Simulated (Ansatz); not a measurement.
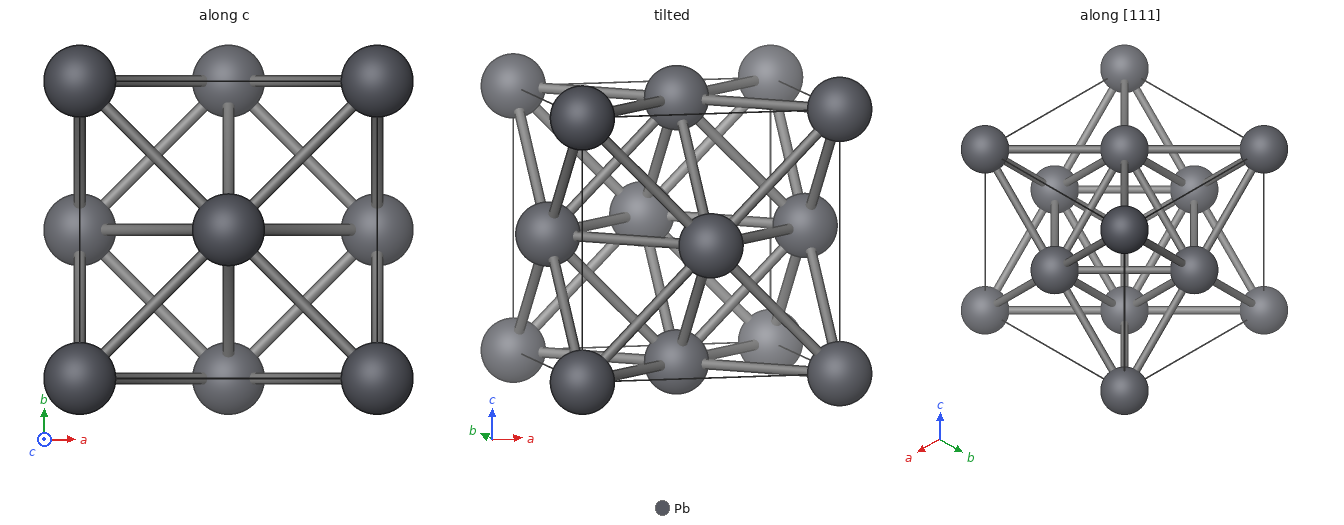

Structure drawing (ball-and-stick), viewed along the c axis, slightly off an axis and along [111]. The box is the conventional unit cell; atoms on or close to its faces, edges and corners are drawn wherever they repeat.

Lattice parameters: a = 4.879 Å, b = 4.879 Å, c = 4.879 Å, α = 90.00°, β = 90.00°, γ = 90.00°.

Sticks mark Pb–Pb up to 3.56 Å (cut-off distances).

Q: What is the number of atoms per cell?

A: 4 (lead), counting shared atoms by their share.

Q: What kind of lattice is this?

A: Face-centred cubic.

Q: Which space group does it belong to?

A: Fm-3m (No. 225), with Pb on 4a.

Q: To which structure type does it belong?

A: Face-centred cubic (Cu type).

Q: What extended units do the bonds make?

A: The bonds build a three-dimensional framework.

The initial geometry was the standard structure of this element. The cell was then strained or its atoms displaced on purpose. It was run through Ansatz as a DFT input.
